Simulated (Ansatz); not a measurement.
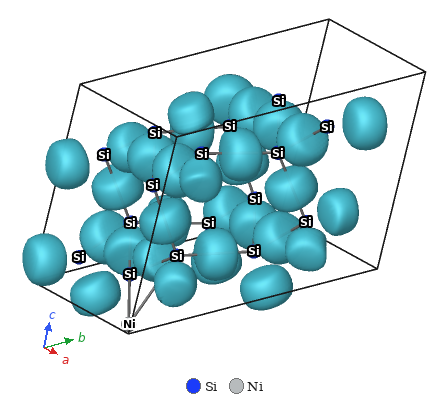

Figure 1: Si$_{16}$Ni (cell with a defect). Isosurface of the electron localisation function at 0.75 (cyan), seen slightly off an axis. Only the valence region is drawn (cores and ρ < 0.01 e/Å³ removed). Sticks mark near contacts.

The program warned that a starting moment wasn't kept; spin-polarised, but the moments vanished.

Computed with DFT r2SCAN, scalar-relativistic, plane waves, PAW (Ansatz 0.2.0).

Core electrons are frozen (PAW), and the valence fields are smoothed inside the atomic spheres.

```
CELL_PARAMETERS angstrom
0.00000 5.44370 -5.44370
5.44370 5.44370 0.00000
5.44370 0.00000 -5.44370
ATOMIC_POSITIONS crystal
Si 0.12942 0.11647 0.11686
Si 0.12944 0.63832 0.11685
Si 0.57715 0.14115 0.14160
Si 0.64366 0.61934 0.11871
Si 0.12937 0.11653 0.63862
Si 0.14262 0.61934 0.61975
Si 0.64361 0.11827 0.61977
Si 0.64362 0.61938 0.61977
Si 0.26914 0.74318 0.24559
Si 0.20622 0.26486 0.26514
Si 0.74339 0.76531 0.24638
Si 0.74338 0.24598 0.24638
Si 0.26910 0.74323 0.74355
Si 0.26909 0.24518 0.74356
Si 0.76789 0.74424 0.74468
Si 0.74330 0.24602 0.76571
Ni 0.93351 0.02245 0.02269
```

Question: Identify the bonds, lone pairs and shells in this picture.

Answer: The ELF exceeds this value in 32 regions between bonded Si–Si atoms (shared pairs), counted in one cell of 17 atoms. Regions shared between cells count once. Profiles from the grid: Si–Ni (2.24 Å): the ELF peaks at about 0.55 in the valence shell of Si, 0.9 Å from its nucleus, and is about 0.40 at the midpoint. Si–Si (2.33 Å): the ELF peaks at about 0.95 between the atoms.

Question: Does the calculation make it a metal, or give it a gap?

Answer: It is gapped, with a Kohn–Sham gap of 0.70 eV on the k-point mesh, an upper bound to the gap of this method.
